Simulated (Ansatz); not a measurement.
**Geometry relaxation of B₈P₉ (charge +2) (part 1 of 2)**

B₈P₉ (defect cell, 17 atoms in the cell, total charge +2), computed with DFT, PBE, plane waves, PAW, spin-polarised (Ansatz 0.2.0).

The structure derives from a Materials Project entry. Figures and captions count atoms from 1; the log counts them from 0 in places.

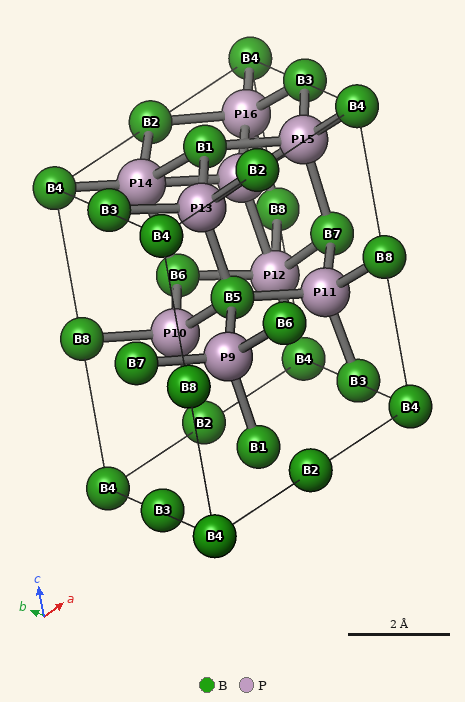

*The structure as given in the input (ball-and-stick view of the cell of the calculation, seen slightly off an axis; atoms are numbered from 1 in the order of the input).*

Near neighbours in the crystal (not all of them lie inside the picture): B has 4 P at 1.83 to 2.05 Å; P has 4 B at 1.95 to 1.96 Å; P has 4 B at 1.83 to 2.05 Å and 1 P at 2.11 Å; P has 4 P at 2.11 Å.

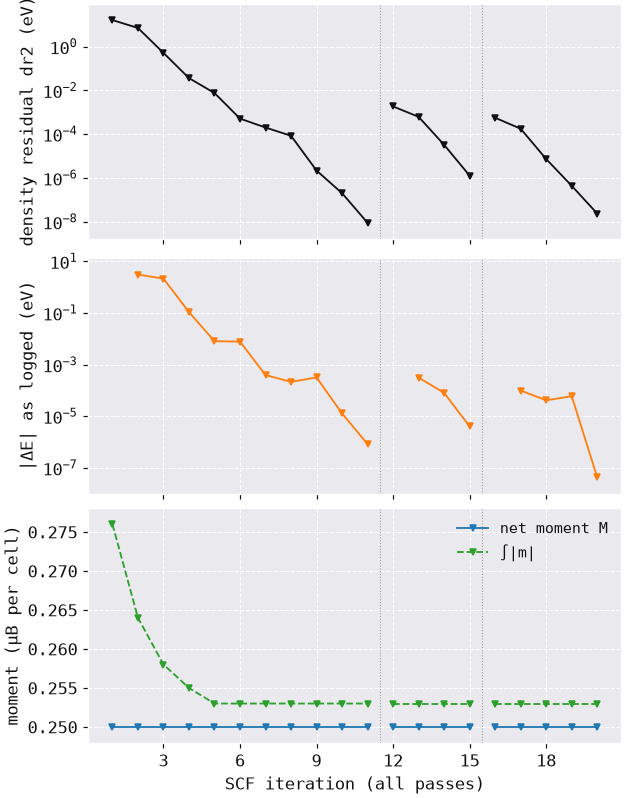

*Convergence of the self-consistent field: density residual dr2, size of the energy change and magnetic moment against the SCF iteration. The dotted lines part the SCF passes of the relaxation: geometry steps, rejected trials and re-solves on a re-selected basis.*

The passes take 11, 4 and 5 iterations. The net moment stays at 0.2 μB per cell.

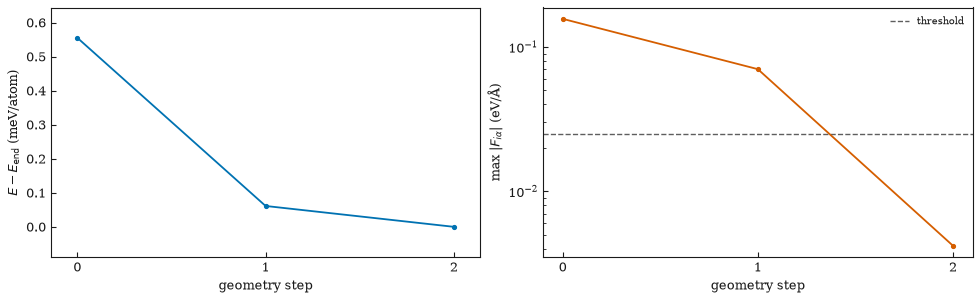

*Progress of the relaxation, step by step (the first geometry is step 0 here and step 1 in the log).*

Over 2 geometry steps the energy falls by 0.6 meV per atom. The largest force component goes from 0.16 to 0.0042 eV/Å. The largest moves, 0.009 Å, are those of P9, P10, P11 and P13. By element the largest moves are P 0.009 Å, B 0.005 Å. The lattice vectors keep their values. Distances before and after: B5–P10 1.956 → 1.947 Å, P12–P17 2.111 → 2.104 Å, B4–P12 1.828 → 1.835 Å. (Atoms are counted from 1 in the order of the input.)

The input that produced these results follows, with the program's output.

**Input file**
```yaml
crystal:
  lattice:
    - [0.0, 4.5481928018, -4.5481928018]
    - [4.5481928018, 4.5481928018, 0.0]
    - [4.5481928018, 0.0, -4.5481928018]
  atoms:
    - { symbol: B, position: [0.494835927, 0.494835927, 0.005164073], spin: 0.091 }
    - { symbol: B, position: [0.494835927, 0.005164073, 0.005164073], spin: 0.091 }
    - { symbol: B, position: [1.005164073, 0.494835927, 0.005164073], spin: 0.091 }
    - { symbol: B, position: [1.0, 0.0, 0.0] }
    - { symbol: B, position: [0.5, 0.5, 0.5] }
    - { symbol: B, position: [0.494835927, 0.005164073, 0.494835927], spin: 0.091 }
    - { symbol: B, position: [1.005164073, 0.494835927, 0.494835927], spin: 0.091 }
    - { symbol: B, position: [1.005164073, 0.005164073, 0.494835927], spin: 0.091 }
    - { symbol: P, position: [0.3758737915, 0.3758737915, 0.3758737915] }
    - { symbol: P, position: [0.3758737915, 0.8723786256, 0.3758737915] }
    - { symbol: P, position: [0.8723786256, 0.3758737915, 0.3758737915] }
    - { symbol: P, position: [0.8839770091, 0.8839770091, 0.3480689727], spin: 0.091 }
    - { symbol: P, position: [0.3758737915, 0.3758737915, 0.8723786256] }
    - { symbol: P, position: [0.3480689727, 0.8839770091, 0.8839770091], spin: 0.091 }
    - { symbol: P, position: [0.8839770091, 0.3480689727, 0.8839770091], spin: 0.091 }
    - { symbol: P, position: [0.8839770091, 0.8839770091, 0.8839770091], spin: 0.091 }
    - { symbol: P, position: [0.75, 0.75, 0.75], spin: 0.091 }
  host:
    lattice:
      - [0.0, 2.2740964009, 2.2740964009]
      - [2.2740964009, 0.0, 2.2740964009]
      - [2.2740964009, 2.2740964009, 0.0]
    atoms:
      - { symbol: B, position: [0.0, 0.0, 0.0] }
      - { symbol: P, position: [0.25, 0.25, 0.25] }
total_charge: 2
basis:
  ecutwfc: 420
  xc_grid: 2
kpoints:
  mp_grid: { grid: [4, 4, 4], shift: [0.0, 0.0, 0.0] }
hamiltonian:
  xc: pbe
  pseudopotentials: { kind: paw, source: ansatz }
scf:
  occupations: { method: gaussian, width: 0.01 }
output:
  forces: true
  eigenvalues: true
magnetization:
  spin_polarized: true
relax:
  adjacent_minimum: "off"
  f_tol: 0.025
  max_steps: 45
```

Command:
```bash
ansatz run input.yaml --threads 4 --pin off --max-ram 8192MiB --backend cpu --events-out ev --progress --plain --runs-dir out
```

**What the program printed**
```
Warning: basis.ecutwfc = 420 eV is below the records' recommended 710 eV, and the density's cutoff is lower with it unless basis.ecutrho_ratio is high enough to keep the records' density cutoff: compare with a run at a higher cutoff
Engine: ansatz 0.2.0, x86_64-unknown-linux-gnu
Pseudopotentials: kind: paw
Pseudopotential: B, paw, valence charge 3, recommended cutoff 710 eV (normal), B.paw.azcp
Pseudopotential: P, paw, valence charge 5, recommended cutoff 600 eV (normal), P.paw.azcp
Functional definition: PBE
  parameter kappa = 0.804
  parameter beta = 0.06672455060314922
  exchange = pbe_x(kappa = kappa, mu = beta*pi^2/3)
  correlation = pbe_c(beta = beta)
Crystal: 17 atoms, lattice volume = 188.168 Å³
Basis set: ecut = 420 eV, 3695 PW (Γ), exchange–correlation on 100×100×100 points (8 copies of the dense FFT grid, shifted against one another)
Bands: 52, of which v1, the nominal top of the filled ones, is band 34 counted from 1 (33 counted from 0)
Symmetry: 24 space group operations
Space group: F-43m (ITA 216), of the structure as read, at distance tolerance 5.7e-5 Å
Magnetic group: BNS 216.74 (UNI 1576), of the structure as read, at distance tolerance 5.7e-5 Å
k-points: 8 of 64 (time reversal used)
Non-local potential: B, projectors of the file, l = 0: 3, l = 1: 2
Non-local potential: P, projectors of the file, l = 0: 2, l = 1: 2, l = 2: 1
PAW form: soft (Blöchl's): semilocal exchange-correlation on the pseudo side does not see the compensation charge
PAW one-centre angular grid: B, 110 points (default); XC on 64 Gauss nodes
PAW one-centre angular grid: P, 110 points (default); XC on 64 Gauss nodes
Initial density: superposition of atomic densities (chi_scale 0.1, normalization cell)
Starting moments: Σ|m| = 1.001 μB on 11 of 17 sites
Initial wavefunctions: pseudopotential atomic-orbital guess
Functional: x = pbe(κ = 0.804, μ = 0.2195149727645171), c = pbe(β = 0.06672455060314922)
SCF iter   1: F=—  HF=-8071.993690 eV  |F-HF|=—  |Δ(HF+E_count)|=         —  Δρ=4.49e-2 (↑4.33e-2 ↓4.49e-2)  dr2=1.63e1  dr2_m=1.22e-2  M=0.250 μB ∫|m|=0.276 μB  β_m=0.30  ethr=3.10e-3  ⟨swp⟩=9.4  Hψ=4896  notcnv=0  defer=27
preconditioner: auto → Resta (q_TF=auto, 2.297 Å⁻¹)  ε∞=5.1  [insulator: Δε(μ)=0.077 eV  Ē_g=10.978 eV  σ=0.010 eV  W_gap=1.00  n_scr=50 (ndim 8)  ℏωp=22.2 eV  f_vac=0.000  D(μ)=0.00/eV (n_scr^D=0)  ε∞_Penn≈5.1]
spin=Collinear: Resta preconditioning applied to the charge; magnetization (m = ρ↑ − ρ↓) channel mixes plain (no charge-response kernel on spin).
SCF iter   2: F=—  HF=-8068.898974 eV  |F-HF|=—  |Δ(HF+E_count)|=    3.09e0  Δρ=3.02e-2 (↑2.90e-2 ↓3.02e-2)  dr2=7.09e0  dr2_m=6.19e-3  M=0.250 μB ∫|m|=0.264 μB  β_m=0.30  ethr=3.10e-3  ⟨swp⟩=2.9  Hψ=1592  notcnv=0  defer=189
SCF iter   3: F=—  HF=-8066.731707 eV  |F-HF|=—  |Δ(HF+E_count)|=    2.17e0  Δρ=8.36e-3 (↑7.74e-3 ↓8.36e-3)  dr2=5.17e-1  dr2_m=3.20e-3  M=0.250 μB ∫|m|=0.258 μB  β_m=0.30  ethr=3.10e-3  ⟨swp⟩=3.0  Hψ=1381  notcnv=0  defer=189
SCF iter   4: F=—  HF=-8066.622424 eV  |F-HF|=—  |Δ(HF+E_count)|=   1.09e-1  Δρ=2.51e-3 (↑2.38e-3 ↓2.51e-3)  dr2=3.64e-2  dr2_m=1.68e-3  M=0.250 μB ∫|m|=0.255 μB  β_m=0.30  ethr=7.72e-4  ⟨swp⟩=3.2  Hψ=1552  notcnv=0  defer=183
SCF iter   5: F=—  HF=-8066.630560 eV  |F-HF|=—  |Δ(HF+E_count)|=   8.14e-3  Δρ=1.46e-3 (↑1.46e-3 ↓1.45e-3)  dr2=7.57e-3  dr2_m=8.91e-4  M=0.250 μB ∫|m|=0.253 μB  β_m=0.30  ethr=5.43e-5  ⟨swp⟩=3.2  Hψ=1304  notcnv=0  defer=183
SCF iter   6: F=—  HF=-8066.638384 eV  |F-HF|=—  |Δ(HF+E_count)|=   7.82e-3  Δρ=6.15e-4 (↑5.62e-4 ↓6.15e-4)  dr2=5.15e-4  dr2_m=4.76e-4  M=0.250 μB ∫|m|=0.253 μB  β_m=0.30  ethr=1.13e-5  ⟨swp⟩=2.9  Hψ=1416  notcnv=0  defer=183
SCF iter   7: F=—  HF=-8066.638782 eV  |F-HF|=—  |Δ(HF+E_count)|=   3.98e-4  Δρ=4.35e-4 (↑4.16e-4 ↓4.35e-4)  dr2=2.01e-4  dr2_m=2.60e-4  M=0.250 μB ∫|m|=0.253 μB  β_m=0.30  ethr=7.68e-7  ⟨swp⟩=2.3  Hψ=1058  notcnv=0  defer=183
Mixer restart at iter 7: flushing history
spin-set hold released at iteration 7 (site moments contracting): the magnetisation degrees of freedom join the quasi-Newton model from the next iteration; the mixer history was flushed
SCF iter   8: F=—  HF=-8066.638997 eV  |F-HF|=—  |Δ(HF+E_count)|=   2.16e-4  Δρ=3.21e-4 (↑3.11e-4 ↓3.21e-4)  dr2=8.43e-5  dr2_m=1.44e-4  M=0.250 μB ∫|m|=0.253 μB  β_m=0.65  ethr=2.99e-7  ⟨swp⟩=2.4  Hψ=1070  notcnv=0  defer=183
SCF iter   9: F=—  HF=-8066.639318 eV  |F-HF|=—  |Δ(HF+E_count)|=   3.20e-4  Δρ=4.94e-5 (↑4.93e-5 ↓4.94e-5)  dr2=2.18e-6  dr2_m=3.56e-6  M=0.250 μB ∫|m|=0.253 μB  β_m=0.78  ethr=2.33e-8  ⟨swp⟩=14.4  Hψ=6021  notcnv=0
SCF iter  10: F=—  HF=-8066.639330 eV  |F-HF|=—  |Δ(HF+E_count)|=   1.29e-5  Δρ=1.36e-5 (↑1.36e-5 ↓1.25e-5)  dr2=2.01e-7  dr2_m=2.57e-7  M=0.250 μB ∫|m|=0.253 μB  β_m=0.89  ethr=3.25e-9  ⟨swp⟩=6.1  Hψ=3333  notcnv=0
SCF iter  11: F=-8066.639331 eV  HF=-8066.639331 eV  |F-HF|=7.28e-10  |Δ(HF+E_count)|=   8.39e-7  Δρ=1.84e-6 (↑1.84e-6 ↓1.39e-6)  dr2=8.93e-9  dr2_m=3.00e-9  M=0.250 μB ∫|m|=0.253 μB  ethr=3.00e-10  ⟨swp⟩=3.6  Hψ=2287  notcnv=0
SCF 1 converged in 11 iterations: F = -8066.639331 eV  dr2 = 8.93e-9
  greatest PAW one-centre occupation: 0.527 electrons in one spin orbital (limit 2), on the P atom at site 16 (counted from 0), in its partial waves of l = 0
relax step   1: F+E_penalty+E_count = -8066.63933129 eV  Δ(F+E_penalty+E_count) = +0.000e0 eV  max|allowed force component| = 1.565e-1 eV/Å  Δτ_max = 0.0000 Å  (11 SCF iters, dr2 threshold 1.56e-5 eV, accepted)
Initial density: handed on by an earlier stage of this run
Starting moments: Σ|m| = 1.001 μB on 11 of 17 sites; this step starts from the density that it was given
Initial wavefunctions: those handed on with the density
iter 1 solved again at ethr=2.62e-6 eV; its pass at ethr=3.10e-3 eV (dr2=1.76e-3 eV) is discarded
SCF iter   1: F=—  HF=-8066.648133 eV  |F-HF|=—  |Δ(HF+E_count)|=         —  Δρ=4.61e-4 (↑4.55e-4 ↓4.61e-4)  dr2=1.85e-3  dr2_m=1.96e-7  M=0.250 μB ∫|m|=0.253 μB  β_m=0.30  ethr=2.62e-6  ⟨swp⟩=2.9  Hψ=2778  notcnv=0  defer=182
preconditioner: auto → Resta (q_TF=auto, 2.297 Å⁻¹)  ε∞=5.2  [insulator: Δε(μ)=0.025 eV  Ē_g=10.804 eV  σ=0.010 eV  W_gap=0.89  n_scr=50 (ndim 8)  ℏωp=22.2 eV  f_vac=0.000  D(μ)=1.82/eV (n_scr^D=8)  ε∞_Penn≈5.2]
spin=Collinear: Resta preconditioning applied to the charge; magnetization (m = ρ↑ − ρ↓) channel mixes plain (no charge-response kernel on spin).
SCF iter   2: F=—  HF=-8066.647817 eV  |F-HF|=—  |Δ(HF+E_count)|=   3.16e-4  Δρ=2.96e-4 (↑2.90e-4 ↓2.96e-4)  dr2=6.19e-4  dr2_m=1.30e-7  M=0.250 μB ∫|m|=0.253 μB  β_m=0.51  ethr=2.62e-6  ⟨swp⟩=1.8  Hψ=753  notcnv=0  defer=182
SCF iter   3: F=—  HF=-8066.647736 eV  |F-HF|=—  |Δ(HF+E_count)|=   8.12e-5  Δρ=7.02e-5 (↑6.90e-5 ↓7.02e-5)  dr2=3.25e-5  dr2_m=2.98e-8  M=0.250 μB ∫|m|=0.253 μB  β_m=0.76  ethr=9.23e-7  ⟨swp⟩=2.0  Hψ=987  notcnv=0  defer=182
SCF iter   4: F=-8066.647731 eV  HF=-8066.647732 eV  |F-HF|=5.21e-7  |Δ(HF+E_count)|=   4.05e-6  Δρ=1.21e-5 (↑1.21e-5 ↓1.17e-5)  dr2=1.27e-6  dr2_m=6.44e-10  M=0.250 μB ∫|m|=0.253 μB  ethr=2.28e-9  ⟨swp⟩=10.9  Hψ=5088  notcnv=0
SCF 2 converged in 4 iterations: F = -8066.647731 eV  dr2 = 1.27e-6
relax step   2: F+E_penalty+E_count = -8066.64773100 eV  Δ(F+E_penalty+E_count) = -8.400e-3 eV  max|allowed force component| = 7.015e-2 eV/Å  Δτ_max = 0.0071 Å  (4 SCF iters, dr2 threshold 1.53e-6 eV, accepted)
```
